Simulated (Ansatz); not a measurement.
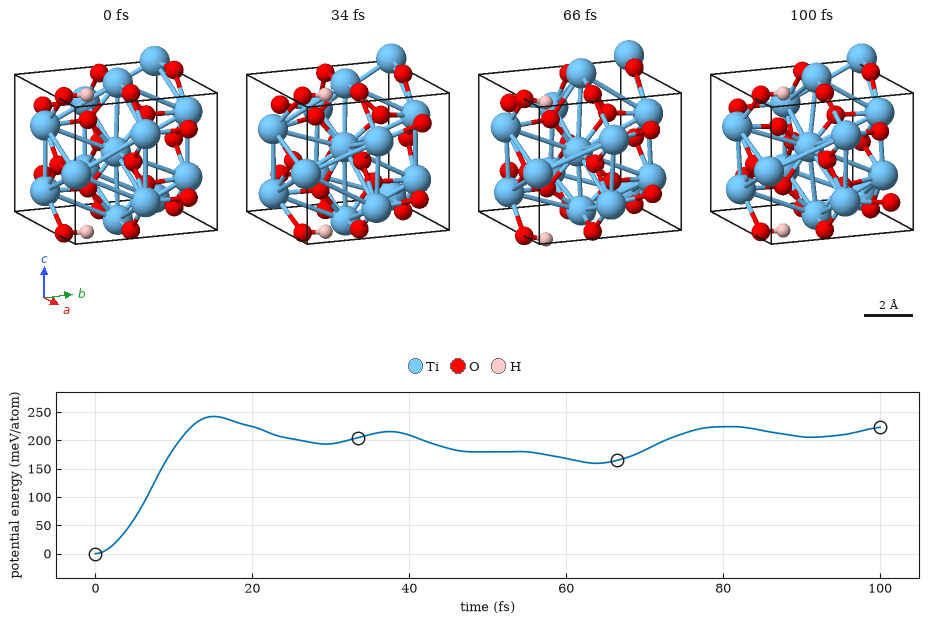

First-principles dynamics of TiO$_{2}$ with an interstitial H (25 atoms in the cell), 100 fs long. Frames and the history of the run. The picture is a ball-and-stick view of the simulation cell, seen slightly off an axis. Bonds to atoms that aren't drawn are left out.

Computed with Ansatz, DFT PBE, scalar-relativistic, plane waves, PAW. Run with plane-wave cutoff 420 eV; k-point mesh 2 × 2 × 2; Fermi-Dirac smearing 0.02 eV; spin collinear; low-accuracy preset; constant energy (NVE); velocities drawn for 3000 K; time step 0.5 fs.

> Describe the run.

The mean temperature in the second half is 1419 K (standard deviation 177 K). The first frame carries almost no forces, so kinetic energy first flows into potential energy: the temperature drops from 3000 to 1049 K within 15 fs, and without a thermostat its mean stays below the start. The potential energy is still drifting at the end, so the run hasn't reached equilibrium. The potential energy in the second half lies on average 196 meV per atom above the first frame. In the second half of the run the atoms are, in the root-mean-square, this far from where they began (common drift taken out): H 0.37 Å, Ti 0.31 Å, O 0.27 Å. The run lasts only 100 fs, too short to tell vibration from diffusion. The total energy stays between 0 and 0.18 meV per atom of its start. A straight-line fit has a slope that amounts to +0.02 meV per atom over 100 fs (under 0.1 % of the mean kinetic energy), its mean offset in the second half is under 0.1 %, and the ripple about the line is under 0.1 % of the kinetic energy's fluctuation. With a drift under 2 % and a ripple under 7 %, the integration is accurate.

Limits of the set-up: the k-point mesh is coarse for a cell with partly filled bands; the program's low-accuracy preset was used; the periodic images lie only 5.9 Å apart, so the values are limited by the cell's size.

PAW datasets: the set soft_1.
